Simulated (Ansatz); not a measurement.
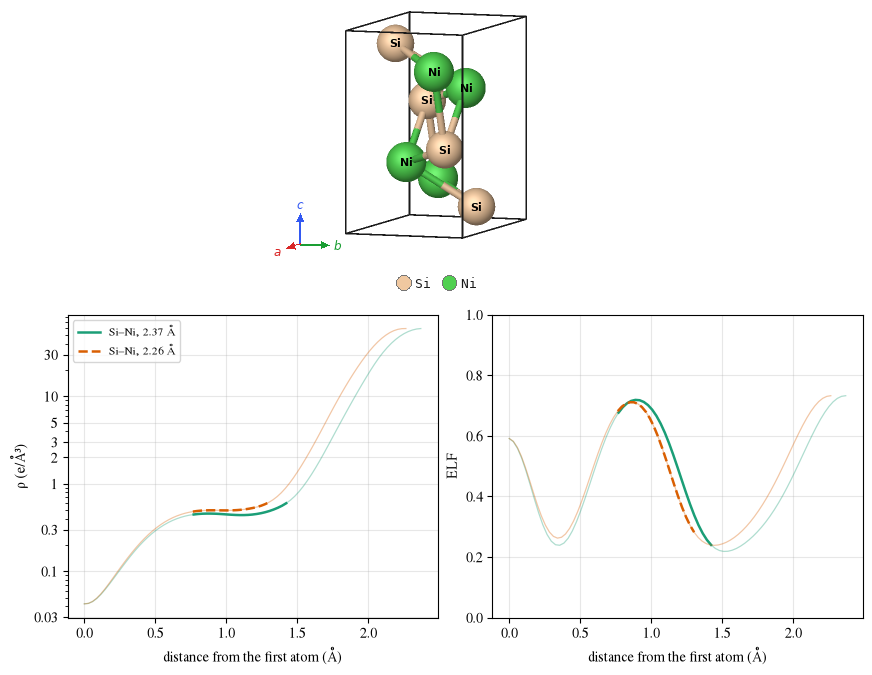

SiNi. Valence electron density and electron localisation function along straight lines between neighbouring atoms. Thin, pale parts lie inside the atomic spheres. The structure is drawn too.

Space group Pnma; computed without spin polarisation.

Method: DFT PBEsol, scalar-relativistic, plane waves, PAW in Ansatz 0.2.0.

Core electrons are frozen (PAW), and the valence fields are smoothed inside the atomic spheres.

The calculation's input:

```
crystal:
  lattice:
    - [5.0878282843, 0.0, 0.0]
    - [0.0, 3.357771491, 0.0]
    - [0.0, 0.0, 5.5278301702]
  atoms:
    - { symbol: Si, position: [0.3214276657, 0.75, 0.0865554855] }
    - { symbol: Si, position: [0.1785723343, 0.25, 0.5865554855] }
    - { symbol: Si, position: [0.8214276657, 0.75, 0.4134445145] }
    - { symbol: Si, position: [0.6785723343, 0.25, 0.9134445145] }
    - { symbol: Ni, position: [0.009300731, 0.25, 0.1873863638] }
    - { symbol: Ni, position: [0.490699269, 0.75, 0.6873863638] }
    - { symbol: Ni, position: [0.509300731, 0.25, 0.3126136362] }
    - { symbol: Ni, position: [0.990699269, 0.75, 0.8126136362] }
basis:
  ecutwfc: 420
kpoints:
  mp_grid: { grid: [8, 12, 8] }
hamiltonian:
  xc: pbesol
scf:
  occupations: { method: gaussian, width: 0.15 }
output:
  forces: true
  stress: true
  eigenvalues: true
  write_density: true
  write_potential: true
  elf: true
  volumetric_format: npy
```

Run with:

```sh
ansatz run input.yaml --threads 2 --pin off --max-ram 5120MiB --backend cpu --events-out ev --progress --plain --runs-dir out
```

Below, planes, directions and counts refer to the conventional cell (a = 5.09 Å, b = 3.36 Å, c = 5.53 Å, α = 90.00°, β = 90.00°, γ = 90.00°).

What can be read from the curves?

Answer. Si–Ni (2.37 Å): ρ at the midpoint is about 0.45 e/Å³; the ELF peaks at about 0.70 in the valence shell of Si, 0.9 Å from its nucleus, and is about 0.50 at the midpoint.
Si–Ni (2.26 Å): ρ at the midpoint is about 0.51 e/Å³; the ELF peaks at about 0.70 in the valence shell of Si, 0.8 Å from its nucleus, and is about 0.50 at the midpoint.
